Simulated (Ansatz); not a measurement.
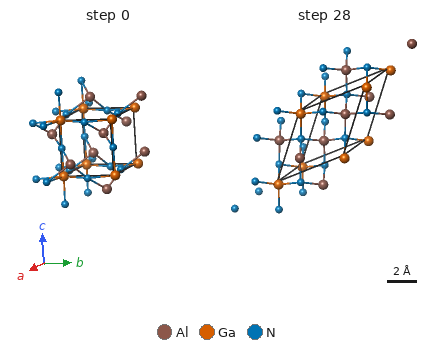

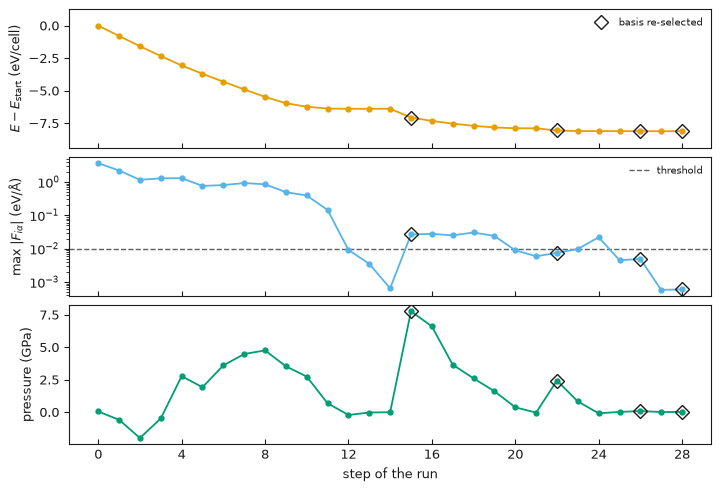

First and last geometry of a relaxation of crystalline Al$_{2}$GaN$_{3}$ (built on the Li2GaCu3-166 type type), with the history of the run. Style: ball-and-stick. Shown: the cell of the calculation, slightly off an axis.

Case: shaken.

Level of theory: DFT, PBEsol, plane waves, PAW in Ansatz. Set-up: plane-wave cutoff 420 eV; k-point mesh 4 × 4 × 4; occupations fermi dirac; smearing width 0.05 eV; no spin polarisation; cell and atoms relaxed; force threshold 0.01 eV/Å; at most 120 steps.

Question: Did the run converge, and what did it change?

Answer: It converged. The largest moves relative to the cell, 0.95 Å, are those of N atoms. By element the largest moves are N 0.95 Å, Al 0.42 Å, Ga 0.24 Å. The volume changes by −5.6 %, with a 4.023 → 3.130 Å (−22.2 %), b 4.175 → 5.411 Å (+29.6 %), c 4.176 → 5.411 Å (+29.6 %), α 81.7° → 48.1°, β 82.1° → 106.8°, γ 83.9° → 106.8°. Some distances before and after: Al–N 1.719 → 3.673 Å, Ga–N 2.081 → 3.626 Å, Al–N 2.144 → 3.673 Å, Ga–N 2.206 → 3.626 Å. New bonds form: Al–N (2.76 → 1.89 Å), Al–N (2.96 → 1.90 Å), Al–N (3.01 → 1.90 Å), Al–N (3.03 → 1.89 Å). Bonds break: Al–N (1.72 → 3.67 Å), Al–N (2.14 → 3.67 Å), Ga–N (2.08 → 3.63 Å), Ga–N (2.21 → 3.63 Å). Among the angles between lasting bonds that change: Al–N–Al 176.1° → 110.4°, Al–N–Al 172.5° → 110.4°, N–Ga–N 157.6° → 107.1°. The space group (tolerance 0.01 Å) goes from P1 (No. 1) to Imm2 (No. 44). After 24 accepted moves (28 points after the start) the energy has fallen by 8.108 eV per cell of the calculation. Largest force component: 3.7 eV/Å at the start, 0.0006 eV/Å at the end. The pressure goes from 0.05 to 0.01 GPa. At 4 points the geometry stayed and the basis and grid were re-selected for the new cell (energy shift of 0.670 eV per cell of the calculation at most each time). Cost: 110 s on 2 threads of Arm Neoverse V1 (shared host), peak memory 0.41 GiB.

```json
{"step": "0", "E − E(0), meV/atom": "0.00", "largest force component, eV/Å": "3.6627", "pressure, GPa": "0.05", "volume, Å³/atom": "11.409", "note": ""}
{"step": "1", "E − E(0), meV/atom": "-132.09", "largest force component, eV/Å": "2.2107", "pressure, GPa": "-0.59", "volume, Å³/atom": "11.111", "note": ""}
{"step": "2", "E − E(0), meV/atom": "-262.95", "largest force component, eV/Å": "1.1630", "pressure, GPa": "-1.99", "volume, Å³/atom": "10.759", "note": ""}
{"step": "3", "E − E(0), meV/atom": "-388.89", "largest force component, eV/Å": "1.2865", "pressure, GPa": "-0.49", "volume, Å³/atom": "10.125", "note": ""}
{"step": "4", "E − E(0), meV/atom": "-509.80", "largest force component, eV/Å": "1.3030", "pressure, GPa": "2.77", "volume, Å³/atom": "9.542", "note": ""}
{"step": "5", "E − E(0), meV/atom": "-616.36", "largest force component, eV/Å": "0.7613", "pressure, GPa": "1.92", "volume, Å³/atom": "9.455", "note": ""}
{"step": "6", "E − E(0), meV/atom": "-717.70", "largest force component, eV/Å": "0.8089", "pressure, GPa": "3.60", "volume, Å³/atom": "9.452", "note": ""}
{"step": "7", "E − E(0), meV/atom": "-815.63", "largest force component, eV/Å": "0.9289", "pressure, GPa": "4.48", "volume, Å³/atom": "9.536", "note": ""}
{"step": "8", "E − E(0), meV/atom": "-912.09", "largest force component, eV/Å": "0.8534", "pressure, GPa": "4.76", "volume, Å³/atom": "9.613", "note": ""}
{"step": "9", "E − E(0), meV/atom": "-992.75", "largest force component, eV/Å": "0.4957", "pressure, GPa": "3.53", "volume, Å³/atom": "9.706", "note": ""}
{"step": "10", "E − E(0), meV/atom": "-1037.72", "largest force component, eV/Å": "0.3937", "pressure, GPa": "2.74", "volume, Å³/atom": "9.814", "note": ""}
{"step": "11", "E − E(0), meV/atom": "-1061.64", "largest force component, eV/Å": "0.1449", "pressure, GPa": "0.68", "volume, Å³/atom": "9.960", "note": ""}
{"step": "12", "E − E(0), meV/atom": "-1064.15", "largest force component, eV/Å": "0.0092", "pressure, GPa": "-0.22", "volume, Å³/atom": "10.009", "note": ""}
{"step": "13", "E − E(0), meV/atom": "-1064.19", "largest force component, eV/Å": "0.0035", "pressure, GPa": "-0.03", "volume, Å³/atom": "10.001", "note": ""}
{"step": "14", "E − E(0), meV/atom": "-1064.20", "largest force component, eV/Å": "0.0006", "pressure, GPa": "0.00", "volume, Å³/atom": "10.000", "note": ""}
{"step": "15", "E − E(0), meV/atom": "-1175.81", "largest force component, eV/Å": "0.0266", "pressure, GPa": "7.77", "volume, Å³/atom": "10.000", "note": "same geometry, new basis"}
{"step": "16", "E − E(0), meV/atom": "-1219.34", "largest force component, eV/Å": "0.0278", "pressure, GPa": "6.61", "volume, Å³/atom": "10.154", "note": ""}
{"step": "17", "E − E(0), meV/atom": "-1254.28", "largest force component, eV/Å": "0.0250", "pressure, GPa": "3.66", "volume, Å³/atom": "10.361", "note": ""}
{"step": "18", "E − E(0), meV/atom": "-1281.92", "largest force component, eV/Å": "0.0305", "pressure, GPa": "2.60", "volume, Å³/atom": "10.472", "note": ""}
{"step": "19", "E − E(0), meV/atom": "-1302.89", "largest force component, eV/Å": "0.0240", "pressure, GPa": "1.62", "volume, Å³/atom": "10.555", "note": ""}
{"step": "20", "E − E(0), meV/atom": "-1313.59", "largest force component, eV/Å": "0.0089", "pressure, GPa": "0.37", "volume, Å³/atom": "10.618", "note": ""}
{"step": "21", "E − E(0), meV/atom": "-1314.38", "largest force component, eV/Å": "0.0059", "pressure, GPa": "-0.04", "volume, Å³/atom": "10.631", "note": ""}
{"step": "22", "E − E(0), meV/atom": "-1342.04", "largest force component, eV/Å": "0.0075", "pressure, GPa": "2.44", "volume, Å³/atom": "10.631", "note": "same geometry, new basis"}
{"step": "23", "E − E(0), meV/atom": "-1349.73", "largest force component, eV/Å": "0.0098", "pressure, GPa": "0.82", "volume, Å³/atom": "10.725", "note": ""}
{"step": "24", "E − E(0), meV/atom": "-1350.33", "largest force component, eV/Å": "0.0220", "pressure, GPa": "-0.09", "volume, Å³/atom": "10.774", "note": ""}
{"step": "25", "E − E(0), meV/atom": "-1350.36", "largest force component, eV/Å": "0.0045", "pressure, GPa": "0.02", "volume, Å³/atom": "10.768", "note": ""}
{"step": "26", "E − E(0), meV/atom": "-1351.31", "largest force component, eV/Å": "0.0049", "pressure, GPa": "0.09", "volume, Å³/atom": "10.768", "note": "same geometry, new basis"}
{"step": "27", "E − E(0), meV/atom": "-1351.32", "largest force component, eV/Å": "0.0006", "pressure, GPa": "0.01", "volume, Å³/atom": "10.772", "note": ""}
{"step": "28", "E − E(0), meV/atom": "-1351.34", "largest force component, eV/Å": "0.0006", "pressure, GPa": "0.01", "volume, Å³/atom": "10.772", "note": "same geometry, new basis"}
```
